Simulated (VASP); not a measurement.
# Run report: B12N11, geometry relaxation (part 2 of 6)

The same run, continued: B12N11 (defect cell, 23 atoms in the cell); Kohn-Sham DFT of a periodic cell, PBEsol, VASP PAW PBE potentials, recommended, spin-polarised (VASP 6.6.1); cutoff 450 eV, 3×4×4 k-mesh, Gaussian smearing of 0.03 eV, collinear spins. The structure derives from an entry of the Crystallography Open Database. It belongs to a series of runs on one base structure; here: atoms moved at random by about 0.05 A.

Geometry of the input (Å; fractional positions):
```
0.0000  5.4225  5.4225
3.6150  0.0000  3.6150
3.6150  3.6150  0.0000
B  -0.0007  -0.0146  0.0105
B  -0.0046  0.0119  0.4936
B  0.0032  0.4996  0.0004
B  -0.0018  0.5096  0.4960
B  0.3311  0.0072  0.0059
B  0.3303  0.0005  0.4916
B  0.3305  0.5020  -0.0003
B  0.3280  0.5014  0.4954
B  0.6769  0.0010  -0.0074
B  0.6647  -0.0055  0.5134
B  0.6720  0.4969  -0.0009
B  0.6686  0.4897  0.4937
N  0.0782  0.1132  0.6322
N  0.0845  0.6432  0.1193
N  0.0835  0.6263  0.6240
N  0.4056  0.1355  0.1318
N  0.4188  0.1192  0.6197
N  0.4149  0.6303  0.1240
N  0.4125  0.6298  0.6187
N  0.7479  0.1210  0.1406
N  0.7484  0.1252  0.6217
N  0.7440  0.6292  0.1305
N  0.7507  0.6278  0.6298
```

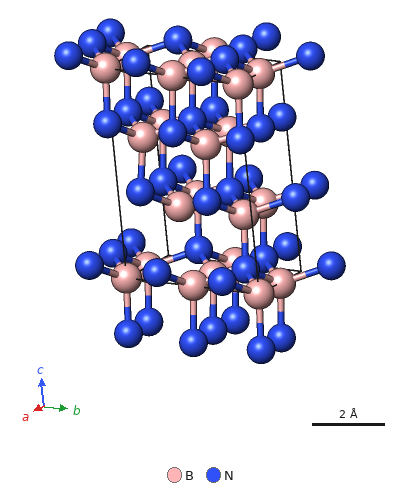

**Figure 1.** The structure as given in the input (ball-and-stick view of the reduced cell, seen slightly off an axis; bonded neighbours outside the cell are drawn too). An atom can appear more than once, as a periodic image.

**Parts of OUTCAR, continued**
```
----------------------------------------------------------------------------------------

 KPOINTS: Automatic mesh

Automatic generation of k-mesh.
 Grid dimensions read from file:
 generate k-points for:    3    4    4

 Generating k-lattice:

  Cartesian coordinates                     Fractional coordinates (reciprocal lattice)
    -0.030736130  0.030736130  0.030736130     0.333333333  0.000000000  0.000000000
     0.034578147 -0.034578147  0.034578147     0.000000000  0.250000000  0.000000000
     0.034578147  0.034578147 -0.034578147     0.000000000  0.000000000  0.250000000

  Length of vectors
     0.053236539  0.059891107  0.059891107

  Shift w.r.t. Gamma in fractional coordinates (k-lattice)
     0.000000000  0.000000000  0.000000000

 -----------------------------------------------------------------------------
|                                                                             |
|           W    W    AA    RRRRR   N    N  II  N    N   GGGG   !!!           |
|           W    W   A  A   R    R  NN   N  II  NN   N  G    G  !!!           |
|           W    W  A    A  R    R  N N  N  II  N N  N  G       !!!           |
|           W WW W  AAAAAA  RRRRR   N  N N  II  N  N N  G  GGG   !            |
|           WW  WW  A    A  R   R   N   NN  II  N   NN  G    G                |
|           W    W  A    A  R    R  N    N  II  N    N   GGGG   !!!           |
|                                                                             |
|     Your reciprocal lattice and k-lattice belong to different lattice       |
|     classes:                                                                |
|                                                                             |
|        The reciprocal lattice is body-centered orthorhombic,                |
|        whereas your k-lattice is base-centered monoclinic.                  |
|                                                                             |
|     Results are often still useful ...                                      |
|                                                                             |
 -----------------------------------------------------------------------------

 WARNING: IBZKPT: internal override: KBLOWUP is changed to .FALSE.
      ... skipping the blow-up phase ...

 Subroutine IBZKPT returns following result:
 ===========================================

 Found     26 irreducible k-points:

 Following reciprocal coordinates:
            Coordinates               Weight
  0.000000  0.000000  0.000000      1.000000
  0.333333  0.000000  0.000000      2.000000
  0.000000  0.250000  0.000000      2.000000
  0.333333  0.250000  0.000000      2.000000
 -0.333333  0.250000  0.000000      2.000000
  0.000000  0.500000  0.000000      1.000000
  0.333333  0.500000  0.000000      2.000000
  0.000000  0.000000  0.250000      2.000000
  0.333333  0.000000  0.250000      2.000000
 -0.333333  0.000000  0.250000      2.000000
  0.000000  0.250000  0.250000      2.000000
  0.333333  0.250000  0.250000      2.000000
 -0.333333  0.250000  0.250000      2.000000
  0.000000  0.500000  0.250000      2.000000
  0.333333  0.500000  0.250000      2.000000
 -0.333333  0.500000  0.250000      2.000000
  0.000000 -0.250000  0.250000      2.000000
  0.333333 -0.250000  0.250000      2.000000
 -0.333333 -0.250000  0.250000      2.000000
  0.000000  0.000000  0.500000      1.000000
  0.333333  0.000000  0.500000      2.000000
  0.000000  0.250000  0.500000      2.000000
  0.333333  0.250000  0.500000      2.000000
 -0.333333  0.250000  0.500000      2.000000
 [... further k-points ...]
   k-points           NKPTS =     26   k-points in BZ     NKDIM =     26   number of bands    NBANDS=     59
   number of dos      NEDOS =    301   number of ions     NIONS =     23
   total plane-waves  NPLWV =  69984
   dimension x,y,z NGX =    54 NGY =   36 NGZ =   36
   dimension x,y,z NGXF=   108 NGYF=   72 NGZF=   72
   ions per type =              12  11
   NGX,Y,Z   is equivalent  to a cutoff of  11.71, 11.71, 11.71 a.u.
   NGXF,Y,Z  is equivalent  to a cutoff of  23.41, 23.41, 23.41 a.u.
 SYSTEM =  unknown system
   PREC   = accura    normal or accurate (medium, high low for compatibility)
   ISTART =      0    job   : 0-new  1-cont  2-samecut
   ICHARG =      2    charge: 1-file 2-atom 10-const
   ISPIN  =      2    spin polarized calculation?
   LNONCOLLINEAR =      F non collinear calculations
   LSORBIT =      F    spin-orbit coupling
   LASPH  =      T    aspherical Exc in radial PAW
   ENCUT  =  450.0 eV  33.07 Ry    5.75 a.u.  13.26  8.84  8.84*2*pi/ulx,y,z
   NELM   =    120;   NELMIN=  2; NELMDL= -5     # of ELM steps
   EDIFF  = 0.1E-04   stopping-criterion for ELM
   LREAL  =      T    real-space projection
   EDIFFG = -.3E-01   stopping-criterion for IOM
   NSW    =     60    number of steps for IOM
   IBRION =      2    ionic relax: 0-MD 1-quasi-New 2-CG
   NFREE  =      1    steps in history (QN), initial steepest desc. (CG)
   ISIF   =      2    stress and relaxation
   ISYM   =      0    0-nonsym 1-usesym 2-fastsym
   POTIM  = 0.5000    time-step for ionic-motion
   TEBEG  =    0.0;   TEEND  =   0.0 temperature during run
   PSTRESS=    0.0 pullay stress
   NELECT =      92.0000    total number of electrons
   NUPDOWN=       2.0000    fix difference up-down
   EMIN   =  10.00;   EMAX   =-10.00  energy-range for DOS
   EFERMI =   0.00;   METHOD = LEGACY
   ISMEAR =     0;   SIGMA  =   0.03  broadening in eV -4-tet -1-fermi 0-gaus
   EFERMI_NEDOS =   21; number of points for ismear=-14 and -15
   IALGO  =     38    algorithm
   IMIX   =      4    mixing-type and parameters
     AMIX     =   0.40;   BMIX     =  1.00
     AMIX_MAG =   1.60;   BMIX_MAG =  1.00
  volume/ion in A,a.u.               =       6.16        41.58
  Fermi-wavevector in a.u.,A,eV,Ry     =   1.417497  2.678680 27.338144  2.009297
  Thomas-Fermi vector in A             =   2.538721
   LORBIT       =     11    0 simple, 1 ext, 2 COOP (PROOUT), +10 PAW based schemes
   GGA     = PS    functional components
   LHFCALC =     F    Hartree Fock is set to
   AEXX    =    0.0000 exact exchange contribution
   IVDW    =     0    specifies the selected vdW correction
   LEPSILON=     F    determine dielectric tensor
   LRPA    =     F    only Hartree local field effects (RPA)
 conjugate gradient relaxation of ions
 spin polarized calculation
 Gauss-broadening in eV      SIGMA  =   0.03
  energy-cutoff  :      450.00
  volume of cell :      141.72
 maximum number of plane-waves:      3082
 NGX is ok and might be reduce to    54
   NGX = 27   NGY = 17   NGZ = 17

--------------------------------------- Ionic step        1  -------------------------------------------

 number of electron      92.0000000 magnetization       2.0000000

 Free energy of the ion-electron system (eV)
  ---------------------------------------------------
  ext. energy  EPLUGINS =         0.00000000
  ---------------------------------------------------
  free energy    TOTEN  =      -191.77414886 eV

  energy without entropy =     -191.77267130  energy(sigma->0) =     -191.77341008

------------------------ aborting loop because EDIFF is reached ----------------------------------------

  FORCE on cell =-STRESS in cart. coord.  units (eV):
  Direction    XX          YY          ZZ          XY          YZ          ZX
  --------------------------------------------------------------------------------------
  -------------------------------------------------------------------------------------
  Total       10.0850280      8.2156559      9.3329151     -1.5063050      0.5434801      0.2137212
  in kB      114.0096288     92.8766759    105.5071127    -17.0285369      6.1439553      2.4160835
  external PRESSURE =     104.1311391 kB  Pullay stress =       0.0000000 kB

 VOLUME and BASIS-vectors are now :
 -----------------------------------------------------------------------------
  energy-cutoff  :      450.00
  volume of cell :      141.72
      direct lattice vectors                 reciprocal lattice vectors
     0.000000000  5.422500000  5.422500000    -0.092208391  0.092208391  0.092208391
     3.615000000  0.000000000  3.615000000     0.138312586 -0.138312586  0.138312586
     3.615000000  3.615000000  0.000000000     0.138312586  0.138312586 -0.138312586

 POSITION                                       TOTAL-FORCE (eV/Angst)
 -----------------------------------------------------------------------------------
      3.60011      5.45644      8.98060         1.271385     -1.696073      1.823294
      1.82724      7.18177      5.44034        -0.851524      0.226283     -0.087827
      1.80755      0.01905      1.82370         0.351151      0.027624     -0.314584
      3.63512      7.20548      7.25475        -0.581225      1.062054     -0.556737
      0.04752      1.81690      1.82149        -1.372481     -0.858066     -0.162718
      1.77906      3.56833      1.79301         1.258022      0.826104     -0.457450
      5.42850      5.40584      3.60667         0.508959     -0.163526      0.870433
      3.60357      3.56969      3.59122        -0.183600      0.818986      0.347522
      3.59168      7.25853      3.67394         1.383168     -0.333394     -1.551160
      5.45120      5.46053      7.19981        -0.507123     -1.348203     -0.082859
      5.40800      7.25554      5.44036         0.832593     -0.267734     -0.834222
      3.55493      5.41035      5.39583         2.092915     -0.272762      0.539703
      2.69444      2.70936      0.83306         1.237688     -0.481210      2.349159
      2.75619      0.88951      2.78349        -1.425826      1.577610     -2.938909
      4.52000      2.70858      2.71696        -0.009381     -0.458447     -0.653625
      0.96627      2.67576      2.68889        -1.538572      0.118400      1.172198
      2.67100      4.51101      2.70185         1.490525     -0.143541     -0.161410
      2.72685      2.69819      4.52854        -0.666821      0.142315      0.023681
      4.51343      4.47372      4.51372        -0.691582      1.165744     -0.341493
      0.94554      4.56370      4.49273        -1.276248     -0.788057      0.914344
      2.70012      6.30557      4.51098         1.016849      0.855416     -0.203878
      2.74613      4.50588      6.30856        -1.063324      0.242932      1.234697
      4.54621      6.34740      6.34042        -1.275545     -0.252455     -0.928158
 -----------------------------------------------------------------------------------
    total drift:                                0.004483     -0.003136     -0.001816

  FREE ENERGIE OF THE ION-ELECTRON SYSTEM (eV)
  ---------------------------------------------------
  free  energy   TOTEN  =      -191.7741488614 eV

  energy  without entropy=     -191.7726713024  energy(sigma->0) =     -191.77341008

--------------------------------------- Ionic step        2  -------------------------------------------

 number of electron      91.9999999 magnetization       2.0000000

------------------------ aborting loop because EDIFF is reached ----------------------------------------

  FORCE on cell =-STRESS in cart. coord.  units (eV):
  Direction    XX          YY          ZZ          XY          YZ          ZX
  --------------------------------------------------------------------------------------
  -------------------------------------------------------------------------------------
  Total        8.8457966      8.8965821      8.3977625     -2.3867147      1.2632420     -2.4250898
  in kB      100.0003160    100.5744381     94.9353619    -26.9814282     14.2807488    -27.4152520
  external PRESSURE =      98.5033720 kB  Pullay stress =       0.0000000 kB

 VOLUME and BASIS-vectors are now :
 -----------------------------------------------------------------------------
  energy-cutoff  :      450.00
  volume of cell :      141.72
      direct lattice vectors                 reciprocal lattice vectors
     0.000000000  5.422500000  5.422500000    -0.092208391  0.092208391  0.092208391
     3.615000000  0.000000000  3.615000000     0.138312586 -0.138312586  0.138312586
     3.615000000  3.615000000  0.000000000     0.138312586  0.138312586 -0.138312586

 POSITION                                       TOTAL-FORCE (eV/Angst)
 -----------------------------------------------------------------------------------
      3.66144      8.98962      5.45356        -0.550928      1.377387     -0.186852
      1.78616      7.19269      5.43611         0.847852     -0.256081     -0.461200
      1.82449      0.02039      1.80852        -0.450712     -0.500102     -0.506341
      3.60708      1.83422      1.80540         0.712477     -1.032020      0.083030
      3.59630      5.39051      1.81364         0.695846      1.084280      0.058912
      1.83975      3.60818      1.77094        -0.765393     -0.789833      1.038843
      5.45305      5.39795      3.64866        -0.936604      0.712891     -1.618954
      3.59472      3.60920      3.60798         0.679445     -0.755737     -0.380525
      0.04341      3.62745      3.59910        -1.168773     -0.757763      0.566018
      5.42674      5.39549      7.19581         0.030814      1.360387      0.962717
      1.83317      3.62763      5.40012        -1.036824     -0.010855      1.095200
      3.65590      5.39719      5.42187        -2.056693      1.197857      0.039075
      2.75415      2.68614      0.94639        -1.754820      1.479282     -2.115078
      2.68740      0.96562      2.64171         0.338047     -1.776151      2.476432
      4.51954      2.68647      2.68543         0.055294      1.106645      1.479915
      0.89204      2.68147      2.74544         1.098528      1.068242     -1.345340
      2.74291      4.50408      2.69406        -2.006248     -0.211124      0.401455
      2.69468      2.70505      4.52968         0.572944      0.274518     -0.129040
      4.48007      4.52996      4.49724         2.020960     -1.639067      0.597299
      0.88397      4.52568      4.53684         1.587546     -0.022763     -1.058677
      2.74917      6.34684      4.50114        -0.981243     -1.224290      0.178852
      2.69483      4.51760      6.36812         1.315923     -0.013501     -1.818211
      4.48467      6.33522      6.29564         1.752563     -0.672201      0.642471
 -----------------------------------------------------------------------------------
    total drift:                               -0.004155     -0.002363     -0.002295

  FREE ENERGIE OF THE ION-ELECTRON SYSTEM (eV)
  ---------------------------------------------------
  free  energy   TOTEN  =      -191.7696456345 eV

  energy  without entropy=     -191.7680631546  energy(sigma->0) =     -191.76885439

--------------------------------------- Ionic step        3  -------------------------------------------

 number of electron      92.0000011 magnetization       2.0000000

------------------------ aborting loop because EDIFF is reached ----------------------------------------

  FORCE on cell =-STRESS in cart. coord.  units (eV):
  Direction    XX          YY          ZZ          XY          YZ          ZX
  --------------------------------------------------------------------------------------
  -------------------------------------------------------------------------------------
  Total        8.1829200      6.8046012      7.5634524     -1.4521427      1.5284278     -1.3248329
  in kB       92.5066020     76.9249281     85.5036197    -16.4162412     17.2786317    -14.9770242
  external PRESSURE =      84.9783833 kB  Pullay stress =       0.0000000 kB

 VOLUME and BASIS-vectors are now :
 -----------------------------------------------------------------------------
  energy-cutoff  :      450.00
  volume of cell :      141.72
      direct lattice vectors                 reciprocal lattice vectors
     0.000000000  5.422500000  5.422500000    -0.092208391  0.092208391  0.092208391
     3.615000000  0.000000000  3.615000000     0.138312586 -0.138312586  0.138312586
     3.615000000  3.615000000  0.000000000     0.138312586  0.138312586 -0.138312586

 POSITION                                       TOTAL-FORCE (eV/Angst)
```
